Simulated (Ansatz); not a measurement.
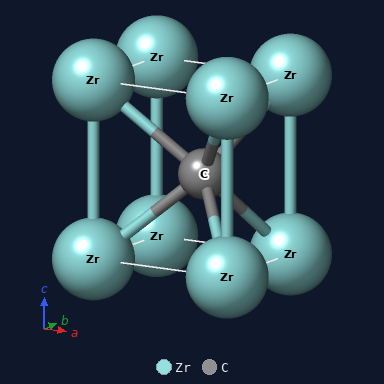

System: ZrC, space group P-6m2 (No. 187) (cell built by us, not taken from a database). The picture shows the conventional cell.

Starting cell:
```
CELL_PARAMETERS angstrom
3.27292 0.00000 0.00000
-1.63646 2.83443 0.00000
0.00000 0.00000 2.93105
ATOMIC_POSITIONS crystal
Zr 0.00000 0.00000 0.00000
C 0.66667 0.33333 0.50000
```

One of the inputs:
```
crystal:
  lattice:
    - [3.2945950761, 0.0, 0.0]
    - [-1.6472975381, 2.8532030311, 0.0]
    - [0.0, 0.0, 2.9504582248]
  atoms:
    - { symbol: Zr, position: [0.0, 0.0, 0.0] }
    - { symbol: C, position: [0.6666666667, 0.3333333333, 0.5] }
basis:
  ecutwfc: 500
  ecutrho_ratio: 4
kpoints:
  mp_grid: { grid: [12, 12, 12] }
hamiltonian:
  xc: r2scan
scf:
  occupations: { method: gaussian, width: 0.05 }
output:
  forces: true
  stress: true
  eigenvalues: true
relax:
  f_tol: 0.01
  max_steps: 40
  cell: { stress_tol: 0.1, fix: [volume] }
```

Launched with:
```bash
ansatz run input.yaml --threads 2 --pin off --max-ram 2662MiB --backend cpu --events-out ev --progress --plain --runs-dir out
```

Calculation (Ansatz 0.2.0): plane-wave density functional theory, PAW datasets, Gaussian smearing 0.05 eV: equation of state, the given cell scaled in volume with shape and atoms relaxed at each volume; third-order Birch-Murnaghan fit. Level: r2SCAN, no spin polarisation.

PAW set soft_2; wave cutoff 500 eV; k mesh 12×12×12.

V(given) is 13.60 Å³/atom.

Predict the energy above the given cell and pressure against V/V(given). The V/V(given) takes the values 0.96, 0.98, 1.00, 1.02, 1.04, 1.07.

A third-order Birch–Murnaghan fit gives V0 = 13.60 Å³/atom, B0 = 189 GPa and B′ = 3.1. The energy above the given cell is 13.70 meV/atom at V/V(given) 0.96 and 35.58 meV/atom at 1.07; the lowest computed point is at V/V(given) 1.00 (0.00 meV/atom), and no other minimum shows among the points. The pressure falls from 8.4 GPa at V/V(given) 0.96 to −11.4 GPa at 1.07, and changes sign near 1.00. The solid is metallic at every point.

```json
{"V/V(given)": "0.96", "energy above the given cell (meV/atom)": "13.70", "pressure (GPa)": "8.4"}
{"V/V(given)": "0.98", "energy above the given cell (meV/atom)": "3.35", "pressure (GPa)": "4.0"}
{"V/V(given)": "1.00", "energy above the given cell (meV/atom)": "0.00", "pressure (GPa)": "0.0"}
{"V/V(given)": "1.02", "energy above the given cell (meV/atom)": "3.03", "pressure (GPa)": "-3.6"}
{"V/V(given)": "1.04", "energy above the given cell (meV/atom)": "12.02", "pressure (GPa)": "-7.0"}
{"V/V(given)": "1.07", "energy above the given cell (meV/atom)": "35.58", "pressure (GPa)": "-11.4"}
```

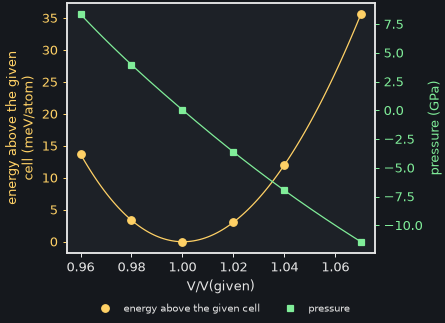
